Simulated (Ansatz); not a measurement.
Start from this file.

```yaml
crystal:
  lattice:
    - [4.56802, 0.00000, 0.00000]
    - [-2.28401, 3.95602, 0.00000]
    - [0.00000, 0.00000, 2.88105]
  atoms:
    - { symbol: Ti, position: [0.00000, 0.00000, 0.00000] }
    - { symbol: Ti, position: [0.33333, 0.66667, 0.50000] }
    - { symbol: Ti, position: [0.66667, 0.33333, 0.50000] }
```

> Work out the structure from the coordinates.

The element is titanium. The lattice is primitive hexagonal and the space group P6/mmm (No. 191). This arrangement goes by the name ω phase (AlB₂-like). The cell holds three atoms. Neighbours within bonding distance: Ti 2 to 5 (mean 4.0). Not all metal-metal contacts are counted.

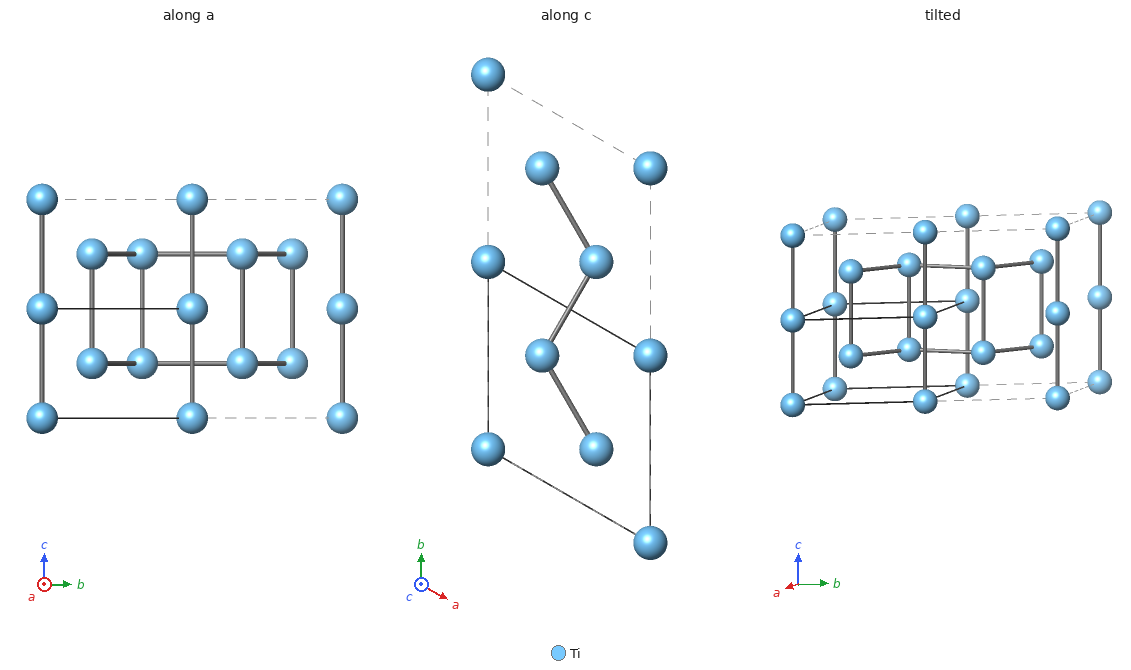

View along the a axis, along the c axis and slightly off an axis, drawn as a ball-and-stick model. The picture spans 1×2×2 cells, one conventional unit cell being drawn with solid lines.

Provenance: a structure listed in the Materials Project. The cell was then strained or its atoms displaced on purpose. Ansatz was used for an electronic-structure calculation on it.
